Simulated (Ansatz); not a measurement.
# LaCuSeO (P4/nmm): how G0W0 depends on its starting point

How much of the starting functional survives in the G0W0 gap of LaCuSeO (P4/nmm)?

Main program and level: Ansatz 0.2.0; G0W0 on several functionals, plane waves, PAW.

In doubt: one-shot GW on d or f shells is unsure, so the values of those runs are not to be relied on.

## Step 1: The starting structure

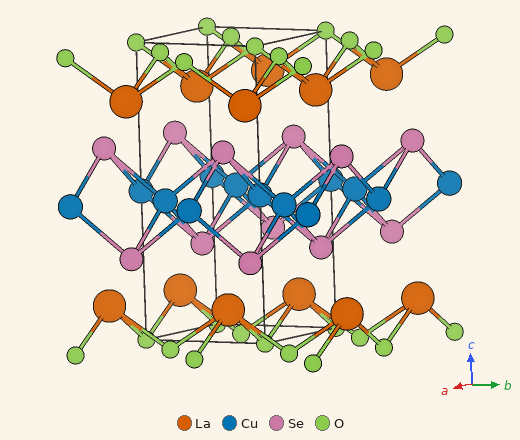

The cell as given, slightly off an axis (lanthanum orange, copper blue, selenium pink, oxygen green). 2×2×1 cells are drawn. Some periodic images of atoms are drawn too.

The cell and positions come from the Crystallography Open Database and are kept as given unless a step says otherwise. Spin-orbit coupling is left out unless a step names it.

## Step 2: G0W0 on LDA

Now the one-shot GW correction: screening in the RPA, then the self-energy of the levels asked for. This step takes PAW set soft_1 files.

This step: G0W0 on LDA, plane waves, PAW; PAW set soft_1.

The input, input.yaml:

```yaml
crystal:
  lattice:
    - [4.06712, 0.0, 0.0]
    - [0.0, 4.06712, 0.0]
    - [0.0, 0.0, 8.7975]
  atoms:
    - { symbol: La, position: [0.5, 0.0, 0.1398] }
    - { symbol: La, position: [0.0, 0.5, 0.8602] }
    - { symbol: Cu, position: [0.5, 0.5, 0.5] }
    - { symbol: Cu, position: [0.0, 0.0, 0.5] }
    - { symbol: Se, position: [0.5, 0.0, 0.6698] }
    - { symbol: Se, position: [0.0, 0.5, 0.3302] }
    - { symbol: O, position: [0.5, 0.5, 0.0] }
    - { symbol: O, position: [0.0, 0.0, 0.0] }
kpoints:
  mp_grid: { grid: [4, 4, 2] }
hamiltonian:
  xc: lda
  pseudopotentials: { kind: paw, azcp: { folder: soft_1 }, xc_functional: pbe }
scf:
  occupations: { method: fixed }
gw:
  n_empty_bands: 434
  ecut_chi: 120
  qp_bands: [v2, c2]
  qp_kpoints: band_edges
  screening: { model: contour_deformation }
```

Run with:

```console
$ ansatz run input.yaml --threads 2 --pin off --max-ram 92160MiB --backend cuda --events-out ev --progress --plain --runs-dir out --devices 1 --max-vram 13GiB
```

Numbers of over 12 decimals in the logs are rounded to 6 here.

Log:

```text
GPUs: using 1 of 1 available (devices: 1).
Engine: ansatz 0.2.0, x86_64-unknown-linux-gnu
Pseudopotentials: kind: paw
Pseudopotential: La, paw, valence charge 11, recommended cutoff 420 eV (normal), soft_1/La.paw.azcp
Pseudopotential: Cu, paw, valence charge 19, recommended cutoff 420 eV (normal), soft_1/Cu.paw.azcp
Pseudopotential: Se, paw, valence charge 16, recommended cutoff 420 eV (normal), soft_1/Se.paw.azcp
Pseudopotential: O, paw, valence charge 6, recommended cutoff 420 eV (normal), soft_1/O.paw.azcp
Functional definition: SPW92
  exchange = slater_x
  correlation = pw_c
device memory: the entry about to start is reckoned to put 1.8 GiB on a device that reports 41.8 GiB free (of which the cap on the GPU budget leaves the run 13.0 GiB)
GPU FFT provider: cuFFT
GPU libraries: cuBLAS 13.8.2, cuFFT 12.4.0, cuSOLVER 12.3.4
Crystal: 8 atoms, lattice volume = 145.524 Å³
Basis set: ecut = 420 eV, 2837 PW (Γ)
Bands: 63, of which v1, the nominal top of the filled ones, is band 52 counted from 1 (51 counted from 0)
Symmetry: 16 space group operations
Space group: P4/nmm (ITA 129), of the structure as read, at distance tolerance 5.3e-5 Å
k-points: 12 of 32
Non-local potential: La, projectors of the file, l = 0: 3, l = 1: 2, l = 2: 2, l = 3: 3
Non-local potential: Cu, projectors of the file, l = 0: 3, l = 1: 2, l = 2: 3, l = 3: 1
Non-local potential: Se, projectors of the file, l = 0: 2, l = 1: 2, l = 2: 3, l = 3: 1
Non-local potential: O, projectors of the file, l = 0: 2, l = 1: 2, l = 2: 1
PAW form: soft (Blöchl's): semilocal exchange-correlation on the pseudo side does not see the compensation charge
PAW frozen core: La, regenerated for the run's functional, and the local potential with it (the file was generated under x = pbe(κ = 0.804, μ = 0.219515), c = pbe(β = 0.066725))
PAW frozen core: Cu, regenerated for the run's functional, and the local potential with it (the file was generated under x = pbe(κ = 0.804, μ = 0.219515), c = pbe(β = 0.066725))
PAW frozen core: Se, regenerated for the run's functional, and the local potential with it (the file was generated under x = pbe(κ = 0.804, μ = 0.219515), c = pbe(β = 0.066725))
PAW frozen core: O, regenerated for the run's functional, and the local potential with it (the file was generated under x = pbe(κ = 0.804, μ = 0.219515), c = pbe(β = 0.066725))
PAW one-centre angular grid: La, 590 points (default); XC on 64 Gauss nodes
PAW one-centre angular grid: Cu, 590 points (default); XC on 64 Gauss nodes
PAW one-centre angular grid: Se, 590 points (default); XC on 64 Gauss nodes
PAW one-centre angular grid: O, 110 points (default); XC on 64 Gauss nodes
Initial density: superposition of atomic densities (chi_scale 0.1, normalization cell, long waves kept (reshape's long-wave potential 0.39 eV rms))
Initial wavefunctions: pseudopotential atomic-orbital guess
GPU buffer pool allocated for 54000 grid points (all kernels)
GPU transforms: local potential and band sums: pruned to the plane-wave sphere, on 27×27×60
Functional: x = slater, c = lda
SCF iter   1: F=—  HF=-37154.049017 eV  |F-HF|=—  |Δ(HF+E_count)|=         —  Δρ=6.84e-2  dr2=7.90e0  ethr=3.10e-3  ⟨swp⟩=5.0  Hψ=2302  notcnv=0  defer=45
preconditioner: auto → Resta (q_TF=auto, 2.580 Å⁻¹)  ε∞=9.8  [insulator: Δε(μ)=0.592 eV  Ē_g=8.310 eV  n_scr=38 (ndim 8)  ℏωp=24.6 eV  f_vac=0.000  ε∞_Penn≈9.8]
SCF iter   2: F=—  HF=-37152.658395 eV  |F-HF|=—  |Δ(HF+E_count)|=    1.39e0  Δρ=2.90e-2  dr2=1.42e0  ethr=3.10e-3  ⟨swp⟩=4.0  Hψ=1416  notcnv=0  defer=94
SCF iter   3: F=—  HF=-37152.431037 eV  |F-HF|=—  |Δ(HF+E_count)|=   2.27e-1  Δρ=2.11e-2  dr2=5.22e-1  ethr=1.37e-3  ⟨swp⟩=2.8  Hψ=1149  notcnv=0  defer=88
SCF iter   4: F=—  HF=-37152.500867 eV  |F-HF|=—  |Δ(HF+E_count)|=   6.98e-2  Δρ=2.60e-2  dr2=7.42e-1  ethr=5.02e-4  ⟨swp⟩=2.9  Hψ=1576  notcnv=0  defer=85
SCF iter   5: F=—  HF=-37152.318553 eV  |F-HF|=—  |Δ(HF+E_count)|=   1.82e-1  Δρ=5.37e-3  dr2=4.46e-2  ethr=5.02e-4  ⟨swp⟩=2.9  Hψ=963  notcnv=0  defer=107
SCF iter   6: F=—  HF=-37152.309883 eV  |F-HF|=—  |Δ(HF+E_count)|=   8.67e-3  Δρ=1.50e-3  dr2=4.73e-3  ethr=4.29e-5  ⟨swp⟩=3.0  Hψ=1143  notcnv=0  defer=108
SCF iter   7: F=—  HF=-37152.309666 eV  |F-HF|=—  |Δ(HF+E_count)|=   2.18e-4  Δρ=6.91e-4  dr2=7.09e-4  ethr=4.55e-6  ⟨swp⟩=2.9  Hψ=1254  notcnv=0  defer=108
SCF iter   8: F=—  HF=-37152.309425 eV  |F-HF|=—  |Δ(HF+E_count)|=   2.41e-4  Δρ=2.32e-4  dr2=9.87e-5  ethr=6.82e-7  ⟨swp⟩=2.0  Hψ=1208  notcnv=0  defer=107
SCF iter   9: F=—  HF=-37152.309422 eV  |F-HF|=—  |Δ(HF+E_count)|=   3.18e-6  Δρ=1.21e-4  dr2=1.63e-5  ethr=9.49e-8  ⟨swp⟩=2.0  Hψ=964  notcnv=0  defer=104
SCF iter  10: F=—  HF=-37152.309422 eV  |F-HF|=—  |Δ(HF+E_count)|=   3.53e-7  Δρ=6.63e-5  dr2=5.42e-6  ethr=1.57e-8  ⟨swp⟩=2.0  Hψ=997  notcnv=0  defer=101
SCF iter  11: F=—  HF=-37152.309422 eV  |F-HF|=—  |Δ(HF+E_count)|=   2.13e-7  Δρ=4.82e-5  dr2=2.41e-6  ethr=5.22e-9  ⟨swp⟩=2.0  Hψ=892  notcnv=0  defer=102
SCF iter  12: F=—  HF=-37152.309421 eV  |F-HF|=—  |Δ(HF+E_count)|=   2.28e-7  Δρ=8.07e-6  dr2=1.06e-7  ethr=2.32e-9  ⟨swp⟩=2.0  Hψ=912  notcnv=0  defer=103
SCF iter  13: F=-37152.309421 eV  HF=-37152.309421 eV  |F-HF|=2.32e-8  |Δ(HF+E_count)|=   1.44e-8  Δρ=5.60e-6  dr2=2.97e-8  ethr=9.62e-11  ⟨swp⟩=11.2  Hψ=3336  notcnv=0
SCF 1 converged in 13 iterations: F = -37152.309421 eV  dr2 = 2.97e-8
  greatest PAW one-centre occupation: 1.000 electrons in one spin orbital (limit 2), on the Cu atom at site 3 (counted from 0), in its partial waves of l = 0
device memory: the entry about to start is reckoned to put 2.1 GiB (of the 2.2 GiB reckoned in all, the device holds 0.1 GiB already) on a device that reports 42.8 GiB free (of which the cap on the GPU budget leaves the run 13.0 GiB)
NSCF: frozen V_eff on 12 k-points
the band table was solved once the SCF had ended and its energy, with any forces and stress, was formed, with the checks that follow a solve (2931 applications of the Hamiltonian). They found nothing against the state; the energy, forces and stress were not computed again (output.eigenvalues in the input reference)
device memory: the entry about to start is reckoned to put 3.5 GiB on a device that reports 42.9 GiB free (of which the cap on the GPU budget leaves the run 13.0 GiB)
NSCF: frozen V_eff on 12 k-points
G₀W₀ screening: q 1/12
[... further progress lines ...]
SCF converged after 13 iterations
Free energy (F): -37152.309421 eV
Harris-Foulkes:  -37152.309421 eV  (|F-HF|=2.32e-8)
Internal energy: -37152.309421 eV  (E = F + TS)
E sigma→0 (E₀):  -37152.309421 eV
Fermi energy:    11.392656 eV
--- Per-component energies (eV) ---
  E_band       = -1605.966164
  E_kinetic    = 1454.355445
  E_local      = -20616.141613  (includes V_loc(G=0)·N_el)
  E_nonlocal   = 1394.693925
  E_hartree    = 9563.800807
  E_xc         = -732.031397
  E_vxc        = -830.725858  (∫ρ·V_xc dr)
  E_paw        = -18386.059267  (= ΣΔE_a)
  E_vpaw       = -2135.775308  (= ΣTr[D̂ρ^β])
  E_aug_tail   = 0.002412  (compensation charges beyond the density's cutoff)
  E_ewald      = -9837.101271
  E_core_change = 6.171537  (= ΣΔE_core)
  E_smearing   = -0.000000  (= −TS)
  E_closure    = -0.000000  (closes the sum)
  Σ components = -37152.309421   (vs F -37152.309421, Δ=0.00e0)
--- Band table (eV; the first three rows and the last of 12) ---
  k-point 0: bands = [... 48 lower, 9.9983, 10.8560, 11.3927, 11.3927, 12.8033, 12.8737, 13.4258, 13.4865, ... 7 higher]
  k-point 1: bands = [... 48 lower, 9.9983, 10.3607, 11.2766, 11.2766, 12.9521, 13.3151, 13.4194, 13.4961, ... 7 higher]
  k-point 2: bands = [... 48 lower, 10.2990, 10.5804, 10.7009, 11.1631, 13.3433, 13.4073, 13.8725, 14.1341, ... 7 higher]
  k-point 11: bands = [... 48 lower, 9.4516, 9.4516, 10.1362, 10.1362, 13.8359, 13.8359, 14.0762, 14.0762, ... 7 higher]
--- G₀W₀: contour deformation, 7 samples at zero and on the imaginary axis and 1 off it, 32 q-points, 434 empty bands' worth ---
  eigenvalues of the whole cell's RPA ε∞ on this k-mesh (on a slab, of 1 + 4πα/V) = 7.1996, 9.9056, 9.9056; static W/v taken at q = 0 is 0.110284
  gw.qp_kpoints: band_edges: 9 of 12 stored k-points solved, in 2 passes; an edge of the gap read off the rows below is read off those points alone
    valence top: of the k-points left out ik 9 came nearest to being solved in a further pass, in band 51 (counted from 1, as in the quasiparticle table): it holds the edge there only if its correction is more favourable than any solved in that band by at least 0.934 eV; those differ by 0.054 eV
    conduction bottom: of the k-points left out ik 10 came nearest to being solved in a further pass, in band 53 (counted from 1, as in the quasiparticle table): it holds the edge there only if its correction is more favourable than any solved in that band by at least 0.865 eV; those differ by 0.796 eV
    ik  band        ε_KS         Σx   Σc(E_QP)       V_xc       Z   E_QP_lin       E_QP  E_QP is
     0    51     11.3927   -31.1422     4.2982   -26.6670  0.7259    11.2150    11.2156  root
     0    52     11.3927   -31.1422     4.2982   -26.6670  0.7259    11.2150    11.2156  root
     0    53     12.8033    -9.4290    -4.3223   -14.4941  0.7853    13.5569    13.5460  root
     0    54     12.8737   -13.3364    -4.7340   -19.3681  0.7578    14.2369    14.1715  root
     1    51     11.2766   -31.3216     4.3295   -26.8353  0.7232    11.1192    11.1197  root
     1    52     11.2766   -31.3216     4.3295   -26.8353  0.7232    11.1192    11.1197  root
     1    53     12.9521   -10.3511    -5.6721   -17.5624  0.7605    14.5466    14.4913  root
     1    54     13.3151   -15.3157    -5.7431   -22.9760  0.7376    15.3243    15.2322  root
     2    51     10.7009   -29.9892     4.4299   -25.3857  0.7171    10.5265    10.5272  root
     2    52     11.1631   -30.9357     4.3223   -26.4622  0.7224    11.0114    11.0119  root
     2    53     13.3433   -11.5012    -5.1812   -17.9778  0.7610    14.7073    14.6387  root
     2    54     13.4073   -14.2092    -5.4338   -21.3212  0.7439    15.1563    15.0854  root
     3    51     10.7533   -32.9267     5.0168   -27.7761  0.7084    10.6191    10.6195  root
     3    52     11.0410   -31.3090     4.4587   -26.6927  0.7189    10.8828    10.8833  root
     3    53     13.3570   -11.8393    -5.0123   -18.0973  0.7603    14.6601    14.6027  root
     3    54     13.4901   -14.3056    -5.3573   -21.2989  0.7441    15.1930    15.1260  root
     4    51     10.6788   -32.8824     5.0787   -27.6372  0.7073    10.5117    10.5123  root
     4    52     10.6788   -32.8824     5.0787   -27.6372  0.7073    10.5117    10.5123  root
     4    53     13.3638   -11.8452    -4.8704   -17.8913  0.7623    14.5843    14.5395  root
     4    54     13.3638   -11.8452    -4.8704   -17.8913  0.7623    14.5843    14.5395  root
     5    51     10.7225   -33.0432     5.0738   -27.8138  0.7078    10.5664    10.5670  root
     5    52     10.7225   -33.0432     5.0738   -27.8138  0.7078    10.5664    10.5670  root
     5    53     13.3733   -11.9330    -4.9996   -18.1751  0.7614    14.6714    14.6157  root
     5    54     13.3733   -11.9330    -4.9996   -18.1751  0.7614    14.6714    14.6157  root
[...]
7    51     10.4821   -31.8921     5.0235   -26.6810  0.7066    10.2937    10.2945  root
     7    52     10.8154   -34.2270     5.2630   -28.8280  0.7058    10.6790    10.6794  root
     7    53     13.5359   -11.9377    -5.4683   -18.8794  0.7523    15.0700    15.0092  root
     7    54     13.5570   -12.9181    -6.0313   -20.7528  0.7460    15.4447    15.3604  root
     8    51     10.4459   -38.5750     6.6052   -31.8046  0.6843    10.2799    10.2807  root
     8    52     10.4459   -38.5750     6.6052   -31.8046  0.6843    10.2799    10.2807  root
     8    53     13.4197   -11.9420    -4.5055   -17.4906  0.7657    14.4930    14.4627  root
     8    54     13.4197   -11.9420    -4.5055   -17.4906  0.7657    14.4930    14.4627  root
```

The job ended after 22 s (1 × NVIDIA H100 80GB HBM3 (shared by 6 runs) with 2 threads of AMD EPYC 7R13 (Zen 3), shared host; peak memory 1.8 GiB).

This step gave:

```
bands summed                                 : 486
RPA ε∞ on this mesh (eigenvalues)            : 7.200, 9.906, 9.906
plane waves in the screening matrix          : 427
q-points in the mesh                         : 32
G0W0 gap on the mesh                         : 2.330 eV
k of the valence top                         : 0, 0, 0
k of the conduction bottom                   : 0, 0, 0
starting gap on the mesh                     : 1.411 eV
Z at the valence top                         : 0.7259
Z at the conduction bottom                   : 0.7853
least direct G0W0 gap on the computed points : 2.330 eV
```

The gap on the mesh goes from 1.41 eV to 2.33 eV, a correction of +0.92 eV. Between the two edge states, bare exchange in place of the xc potential would open the gap by 9.54 eV, and correlation takes back 8.62 eV.

[end of part 1 of 2]

[Paths, hosts, dates, memory and timing lines, banners, echoed tables and standing remarks are left out of the program output.]

[Logs are printed without paths, hosts, clocks, repeated set-up lines and the standing remarks that a program may print on its own settings, such as how far it seeks lower states.]

[Runs of the session that timed out or met a known fault of the program may be left out.]

[Cells called generated may have been cut or substituted from an entry of the Crystallography Open Database or the Materials Project.]

[Hosts, paths, dates, database ids (printed as entryN), source tags and the programs' standing remarks are cut or masked in the printed files.]
